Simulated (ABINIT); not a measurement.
Elastic calculation, with input and output: Al (part 2 of 2)

The same run, continued: Al (Fm-3m, 1 atom in the cell); Kohn-Sham DFT of a periodic cell, PBEsol, PseudoDojo NC SR PBEsol v0.4.1 standard, no spin polarisation (ABINIT 10.8.3); cutoff 544.23 eV, 20×20×20 k-mesh, methfessel-paxton of 0.136 eV. The structure derives from an entry of the Crystallography Open Database.

Geometry of the input (Å; fractional positions):
```
0.0000  2.0078  2.0078
2.0078  0.0000  2.0078
2.0078  2.0078  0.0000
Al 0.0000  0.0000  0.0000
```

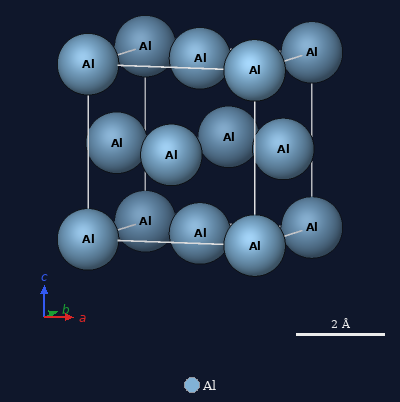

**Figure 1.** The input geometry (spheres-only view of the cell 4 times as large as that of the calculation, set on its symmetry axes, seen slightly off an axis). An atom can appear more than once, as a periodic image.

### Output, continued
```
 getcut : COMMENT -
  Note that boxcut > 2.2 ; recall that boxcut=Gcut(box)/Gcut(sphere) = 2
  is sufficient for exact treatment of convolution.
  Such a large boxcut is a waste : you could raise ecut
  e.g. ecut=   24.679892 Hartrees makes boxcut=2

--------------------------------------------------------------------------------

 symkchk : k-point set has full space-group symmetry.

 ==>  initialize data related to q vector <==

 The list of irreducible perturbations for this q vector is:
    1)    idir= 1    ipert=   1
    2)    idir= 1    ipert=   4
    3)    idir= 2    ipert=   4
    4)    idir= 3    ipert=   4
    5)    idir= 1    ipert=   5
    6)    idir= 2    ipert=   5
    7)    idir= 3    ipert=   5

================================================================================

 The perturbation idir=   2  ipert=   1 is
 symmetric of a previously calculated perturbation.
 So, its SCF calculation is not needed.

 The perturbation idir=   3  ipert=   1 is
 symmetric of a previously calculated perturbation.
 So, its SCF calculation is not needed.

--------------------------------------------------------------------------------
 Perturbation wavevector (in red.coord.)   0.000000  0.000000  0.000000
 Perturbation : displacement of atom   1   along direction   1
 Found     4 symmetries that leave the perturbation invariant.
 symkpt : the number of k-points, thanks to the symmetries,
 is reduced to  1166 .

--------------------------------------------------------------------------------

--------------------------------------------------------------------------------

 dfpt_looppert : total number of electrons, from k and k+q
  fully or partially occupied states are    3.000000E+00 and    3.000000E+00.
 Initialisation of the first-order wave-functions :
  ireadwf=   0

--- !BeginCycle
iteration_state: {dtset: 2, }
solver: {iscf: 7, nstep: 80, nline: 4, wfoptalg: 0, }
tolerances: {tolvrs: 1.00E-08, }
...

     iter   2DEtotal(Ha)        deltaE(Ha) residm    vres2
-ETOT  1  8.79069204349658E-03 -1.189E+01 6.220E+00 2.095E+01
 ETOT  2  1.38310303735345E-04 -8.652E-03 2.106E-02 2.706E-01
 ETOT  3  1.19893530658999E-07 -1.382E-04 2.193E-04 5.781E-04
 ETOT  4 -8.00552308888314E-08 -1.999E-07 4.239E-06 1.302E-06
 ETOT  5 -8.03693405160288E-08 -3.141E-10 9.828E-08 4.187E-09

 At SCF step    5       vres2   =  4.19E-09 < tolvrs=  1.00E-08 =>converged.
================================================================================

 ----iterations are completed or convergence reached----

 Mean square residual over all n,k,spin=   11.607E-11; max=  98.282E-09

 2DEtotal=   -0.8036934052E-07 Ha. Also 2DEtotal=   -0.218696116712E-05 eV
    (2DErelax=   -1.1894066763E+01 Ha. 2DEnonrelax=    1.1894066682E+01 Ha)
    (  non-var. 2DEtotal :    1.2550662731E-09 Ha)

--------------------------------------------------------------------------------
 Perturbation wavevector (in red.coord.)   0.000000  0.000000  0.000000
 Found    16 symmetries that leave the perturbation invariant.
 symkpt : the number of k-points, thanks to the symmetries,
 is reduced to   641 .

--------------------------------------------------------------------------------

--------------------------------------------------------------------------------

 dfpt_looppert : total number of electrons, from k and k+q
  fully or partially occupied states are    3.000000E+00 and    3.000000E+00.
 Initialisation of the first-order wave-functions :
  ireadwf=   0

--- !BeginCycle
iteration_state: {dtset: 2, }
solver: {iscf: 7, nstep: 80, nline: 4, wfoptalg: 0, }
tolerances: {tolvrs: 1.00E-08, }
...

     iter   2DEtotal(Ha)        deltaE(Ha) residm    vres2
-ETOT  1  0.19086368098156     -1.596E+00 2.258E+02 1.856E+01
 ETOT  2  0.18698745833862     -3.876E-03 1.161E+00 7.753E-01
 ETOT  3  0.18678647658225     -2.010E-04 3.670E-04 3.631E-03
 ETOT  4  0.18678532431768     -1.152E-06 2.355E-06 1.501E-05
 ETOT  5  0.18678531958652     -4.731E-09 1.126E-08 9.187E-08
 ETOT  6  0.18678531955651     -3.001E-11 6.979E-10 3.325E-10

 At SCF step    6       vres2   =  3.32E-10 < tolvrs=  1.00E-08 =>converged.
================================================================================

 ----iterations are completed or convergence reached----

 Mean square residual over all n,k,spin=   42.752E-14; max=  69.787E-11

 2DEtotal=    0.1867853196E+00 Ha. Also 2DEtotal=    0.508268747553E+01 eV
    (2DErelax=   -1.5999476280E+00 Ha. 2DEnonrelax=    1.7867329475E+00 Ha)
    (  non-var. 2DEtotal :    1.8678534011E-01 Ha)

--------------------------------------------------------------------------------
 Perturbation wavevector (in red.coord.)   0.000000  0.000000  0.000000
 Found    16 symmetries that leave the perturbation invariant.
 symkpt : the number of k-points, thanks to the symmetries,
 is reduced to   641 .

--------------------------------------------------------------------------------

--------------------------------------------------------------------------------

 dfpt_looppert : total number of electrons, from k and k+q
  fully or partially occupied states are    3.000000E+00 and    3.000000E+00.
 Initialisation of the first-order wave-functions :
  ireadwf=   0

--- !BeginCycle
iteration_state: {dtset: 2, }
solver: {iscf: 7, nstep: 80, nline: 4, wfoptalg: 0, }
tolerances: {tolvrs: 1.00E-08, }
...

     iter   2DEtotal(Ha)        deltaE(Ha) residm    vres2
-ETOT  1  0.19086365322167     -1.596E+00 2.258E+02 1.856E+01
 ETOT  2  0.18698743234310     -3.876E-03 1.161E+00 7.753E-01
 ETOT  3  0.18678645054637     -2.010E-04 3.670E-04 3.631E-03
 ETOT  4  0.18678529828227     -1.152E-06 2.355E-06 1.501E-05
 ETOT  5  0.18678529355110     -4.731E-09 1.095E-08 9.187E-08
 ETOT  6  0.18678529352109     -3.001E-11 4.448E-10 3.325E-10

 At SCF step    6       vres2   =  3.32E-10 < tolvrs=  1.00E-08 =>converged.
================================================================================

 ----iterations are completed or convergence reached----

 Mean square residual over all n,k,spin=   38.982E-14; max=  44.476E-11

 2DEtotal=    0.1867852935E+00 Ha. Also 2DEtotal=    0.508268676707E+01 eV
    (2DErelax=   -1.5999476540E+00 Ha. 2DEnonrelax=    1.7867329475E+00 Ha)
    (  non-var. 2DEtotal :    1.8678531408E-01 Ha)

--------------------------------------------------------------------------------
 Perturbation wavevector (in red.coord.)   0.000000  0.000000  0.000000
 Found    16 symmetries that leave the perturbation invariant.
 symkpt : the number of k-points, thanks to the symmetries,
 is reduced to   641 .

--------------------------------------------------------------------------------

--------------------------------------------------------------------------------

 dfpt_looppert : total number of electrons, from k and k+q
  fully or partially occupied states are    3.000000E+00 and    3.000000E+00.
 Initialisation of the first-order wave-functions :
  ireadwf=   0

--- !BeginCycle
iteration_state: {dtset: 2, }
solver: {iscf: 7, nstep: 80, nline: 4, wfoptalg: 0, }
tolerances: {tolvrs: 1.00E-08, }
...

     iter   2DEtotal(Ha)        deltaE(Ha) residm    vres2
-ETOT  1  0.19086365330627     -1.596E+00 2.258E+02 1.856E+01
 ETOT  2  0.18698743242780     -3.876E-03 1.161E+00 7.753E-01
 ETOT  3  0.18678645063107     -2.010E-04 3.670E-04 3.631E-03
 ETOT  4  0.18678529836698     -1.152E-06 2.355E-06 1.501E-05
 ETOT  5  0.18678529363580     -4.731E-09 8.719E-09 9.187E-08
 ETOT  6  0.18678529360580     -3.000E-11 2.894E-10 3.325E-10

 At SCF step    6       vres2   =  3.32E-10 < tolvrs=  1.00E-08 =>converged.
================================================================================

 ----iterations are completed or convergence reached----

 Mean square residual over all n,k,spin=   29.850E-14; max=  28.935E-11

 2DEtotal=    0.1867852936E+00 Ha. Also 2DEtotal=    0.508268676938E+01 eV
    (2DErelax=   -1.5999476539E+00 Ha. 2DEnonrelax=    1.7867329475E+00 Ha)
    (  non-var. 2DEtotal :    1.8678531416E-01 Ha)

--------------------------------------------------------------------------------
 Perturbation wavevector (in red.coord.)   0.000000  0.000000  0.000000
 Found     8 symmetries that leave the perturbation invariant.
 symkpt : the number of k-points, thanks to the symmetries,
 is reduced to  1166 .

--------------------------------------------------------------------------------

--------------------------------------------------------------------------------

 dfpt_looppert : total number of electrons, from k and k+q
  fully or partially occupied states are    3.000000E+00 and    3.000000E+00.
 Initialisation of the first-order wave-functions :
  ireadwf=   0

--- !BeginCycle
iteration_state: {dtset: 2, }
solver: {iscf: 7, nstep: 80, nline: 4, wfoptalg: 0, }
tolerances: {tolvrs: 1.00E-08, }
...

     iter   2DEtotal(Ha)        deltaE(Ha) residm    vres2
-ETOT  1  0.12585824094332     -1.032E+00 1.719E+02 3.508E+01
 ETOT  2  0.10601427669519     -1.984E-02 1.162E+00 5.050E-01
 ETOT  3  0.10572551407602     -2.888E-04 7.051E-05 8.080E-05
 ETOT  4  0.10572548192590     -3.215E-08 7.681E-06 2.617E-07
 ETOT  5  0.10572548186650     -5.940E-11 8.673E-08 2.821E-10

 At SCF step    5       vres2   =  2.82E-10 < tolvrs=  1.00E-08 =>converged.
================================================================================

 ----iterations are completed or convergence reached----

 Mean square residual over all n,k,spin=   40.980E-12; max=  86.726E-09

 2DEtotal=    0.1057254819E+00 Ha. Also 2DEtotal=    0.287693692311E+01 eV
    (2DErelax=   -1.0525875259E+00 Ha. 2DEnonrelax=    1.1583130078E+00 Ha)
    (  non-var. 2DEtotal :    1.0572553993E-01 Ha)

--------------------------------------------------------------------------------
 Perturbation wavevector (in red.coord.)   0.000000  0.000000  0.000000
 Found     8 symmetries that leave the perturbation invariant.
 symkpt : the number of k-points, thanks to the symmetries,
 is reduced to  1166 .

--------------------------------------------------------------------------------

--------------------------------------------------------------------------------

 dfpt_looppert : total number of electrons, from k and k+q
  fully or partially occupied states are    3.000000E+00 and    3.000000E+00.
 Initialisation of the first-order wave-functions :
  ireadwf=   0

--- !BeginCycle
iteration_state: {dtset: 2, }
solver: {iscf: 7, nstep: 80, nline: 4, wfoptalg: 0, }
tolerances: {tolvrs: 1.00E-08, }
...

     iter   2DEtotal(Ha)        deltaE(Ha) residm    vres2
-ETOT  1  0.12585822827936     -1.032E+00 1.719E+02 3.508E+01
 ETOT  2  0.10601427467126     -1.984E-02 1.162E+00 5.050E-01
 ETOT  3  0.10572551200529     -2.888E-04 8.587E-05 8.080E-05
 ETOT  4  0.10572547986048     -3.214E-08 1.545E-05 2.617E-07
 ETOT  5  0.10572547980098     -5.950E-11 6.178E-08 2.832E-10

 At SCF step    5       vres2   =  2.83E-10 < tolvrs=  1.00E-08 =>converged.
================================================================================

 ----iterations are completed or convergence reached----

 Mean square residual over all n,k,spin=   37.789E-12; max=  61.782E-09

 2DEtotal=    0.1057254798E+00 Ha. Also 2DEtotal=    0.287693686691E+01 eV
    (2DErelax=   -1.0525875280E+00 Ha. 2DEnonrelax=    1.1583130078E+00 Ha)
    (  non-var. 2DEtotal :    1.0572553849E-01 Ha)

--------------------------------------------------------------------------------
 Perturbation wavevector (in red.coord.)   0.000000  0.000000  0.000000
 Found     8 symmetries that leave the perturbation invariant.
 symkpt : the number of k-points, thanks to the symmetries,
 is reduced to  1166 .

--------------------------------------------------------------------------------

--------------------------------------------------------------------------------

 dfpt_looppert : total number of electrons, from k and k+q
  fully or partially occupied states are    3.000000E+00 and    3.000000E+00.
 Initialisation of the first-order wave-functions :
  ireadwf=   0

--- !BeginCycle
iteration_state: {dtset: 2, }
solver: {iscf: 7, nstep: 80, nline: 4, wfoptalg: 0, }
tolerances: {tolvrs: 1.00E-08, }
...

     iter   2DEtotal(Ha)        deltaE(Ha) residm    vres2
-ETOT  1  0.12585822825970     -1.032E+00 1.719E+02 3.508E+01
 ETOT  2  0.10601427465150     -1.984E-02 1.162E+00 5.050E-01
 ETOT  3  0.10572551198550     -2.888E-04 8.587E-05 8.080E-05
 ETOT  4  0.10572547984069     -3.214E-08 1.545E-05 2.616E-07
 ETOT  5  0.10572547978123     -5.946E-11 6.178E-08 2.829E-10

 At SCF step    5       vres2   =  2.83E-10 < tolvrs=  1.00E-08 =>converged.
================================================================================

 ----iterations are completed or convergence reached----

 Mean square residual over all n,k,spin=   37.386E-12; max=  61.782E-09

 2DEtotal=    0.1057254798E+00 Ha. Also 2DEtotal=    0.287693686637E+01 eV
    (2DErelax=   -1.0525875280E+00 Ha. 2DEnonrelax=    1.1583130078E+00 Ha)
    (  non-var. 2DEtotal :    1.0572553821E-01 Ha)

================================================================================

 ---- first-order wavefunction calculations are completed ----

 ==> Compute Derivative Database <==

  Dynamical matrix, in cartesian coordinates,
   if specified in the inputs, asr has been imposed
     j1       j2             matrix element
  dir pert dir pert     real part    imaginary part

  Rigid-atom elastic tensor , in cartesian coordinates,
     j1       j2             matrix element
  dir pert dir pert     real part    imaginary part

   1    4   1    4         0.0017097173         0.0000000000
   1    4   2    4         0.0032592225         0.0000000000
   1    4   3    4         0.0032592225         0.0000000000

   2    4   1    4         0.0032592225         0.0000000000
   2    4   2    4         0.0017097171         0.0000000000
   2    4   3    4         0.0032592225         0.0000000000

   3    4   1    4         0.0032592225         0.0000000000
   3    4   2    4         0.0032592225         0.0000000000
   3    4   3    4         0.0017097171         0.0000000000

   1    5   1    5         0.0009677461         0.0000000000

   2    5   2    5         0.0009677461         0.0000000000

   3    5   3    5         0.0009677461         0.0000000000

  Internal strain coupling parameters, in cartesian coordinates,
   zero average net force deriv. has been imposed
     j1       j2             matrix element
  dir pert dir pert     real part    imaginary part

  Phonon wavevector (reduced coordinates) :  0.00000  0.00000  0.00000
 Phonon energies in Hartree :
   0.000000E+00  0.000000E+00  0.000000E+00
 Phonon frequencies in cm-1    :
   0.000000E+00  0.000000E+00  0.000000E+00

== END DATASET(S) ==============================================================
================================================================================

 -outvars: echo values of variables after computation  --------
            acell      1.8897261259E+00  1.8897261259E+00  1.8897261259E+00 Bohr
           etotal1    -2.3200860529E+00
           etotal2     1.0572547978E-01
            fcart1    -0.0000000000E+00 -0.0000000000E+00 -0.0000000000E+00
            fcart2     0.0000000000E+00  0.0000000000E+00  0.0000000000E+00
            rprim      0.0000000000E+00  2.0078470500E+00  2.0078470500E+00
                       2.0078470500E+00  0.0000000000E+00  2.0078470500E+00
                       2.0078470500E+00  2.0078470500E+00  0.0000000000E+00
           strten1     7.8941741800E-06  7.8941741800E-06  7.8941741800E-06
                       0.0000000000E+00  0.0000000000E+00  0.0000000000E+00
           strten2     0.0000000000E+00  0.0000000000E+00  0.0000000000E+00
                       0.0000000000E+00  0.0000000000E+00  0.0000000000E+00
 Calculation completed.
```

### Summary

| quantity | value |
| --- | --- |
| outcome | converged |
| space group (tolerance 0.01 Å) | Fm-3m (225) |
| electrons treated | 3 |
| free energy | −63.1328 eV |
| Fermi energy | 7.959 eV |
| gap on the k-point mesh | none (metallic) |
| pressure | −0.23 GPa |
| largest force (length of the vector) | under 0.001 eV/Å |
| hardware | 4 threads of Arm Neoverse V2, 24 GiB of memory available, shared host |
| wall time | 1.9 min (CPU time 7.5 min) |
| peak memory | 0.56 GiB |

### Notes

Points of doubt noted for this run: k mesh coarse for metal response.
